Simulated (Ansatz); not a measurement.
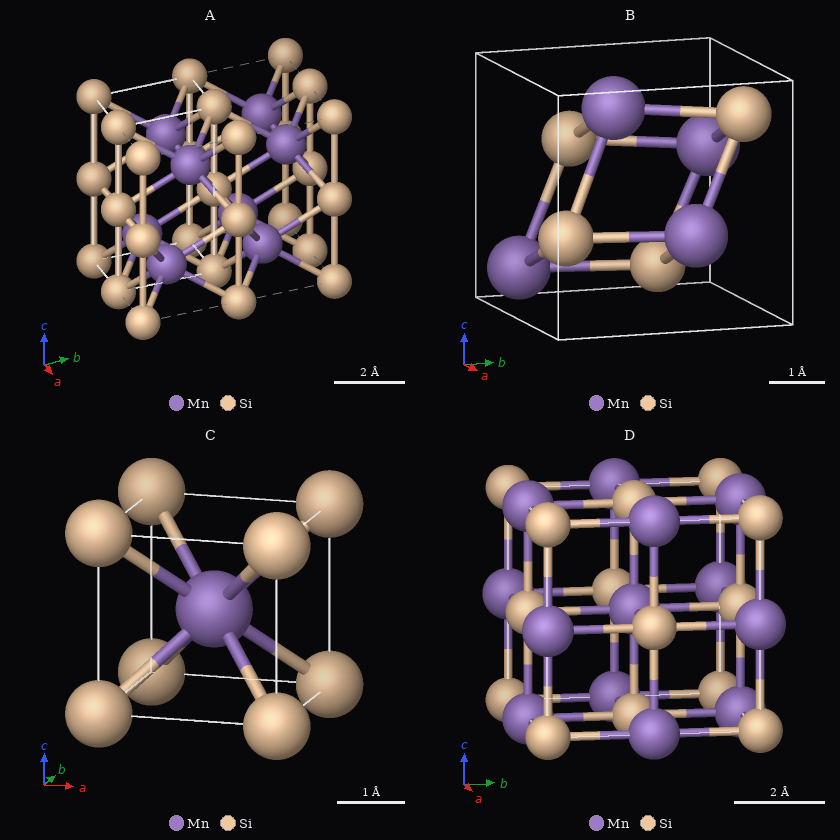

Four structures of MnSi, each relaxed to rest (conventional cells in solid outline, small ones repeated, each panel with its own scale). Method: Ansatz, DFT PBE, scalar-relativistic, plane waves, PAW, with collinear spins.

> Give the type and space group of each panel.

A: anti-NiAs type, P6_3/mmc; B: 8 atoms a cell on a primitive cubic lattice, P2_13; C: caesium chloride (CsCl, B2) type, Pm-3m; D: rock salt (NaCl type), Fm-3m.

> Rank them by energy, lowest first.

B, then C (+137 meV/atom), A (+491 meV/atom) and D (+610 meV/atom), energies at zero smearing.

> Collect the results in a table.

| panel | structure | E − E(lowest) (meV/atom) | volume (Å³/atom) | gap (eV) |
| --- | --- | --- | --- | --- |
| B | P2_13 | 0 | 11.5 | metal |
| C | Pm-3m | 137 | 10.9 | metal |
| A | P6_3/mmc | 491 | 14.3 | metal |
| D | Fm-3m | 610 | 14.2 | metal |

Some of these may be structure types tried for this composition rather than known phases, and the most stable form need not be among them. Gaps are taken on the k-mesh or band path of each run.
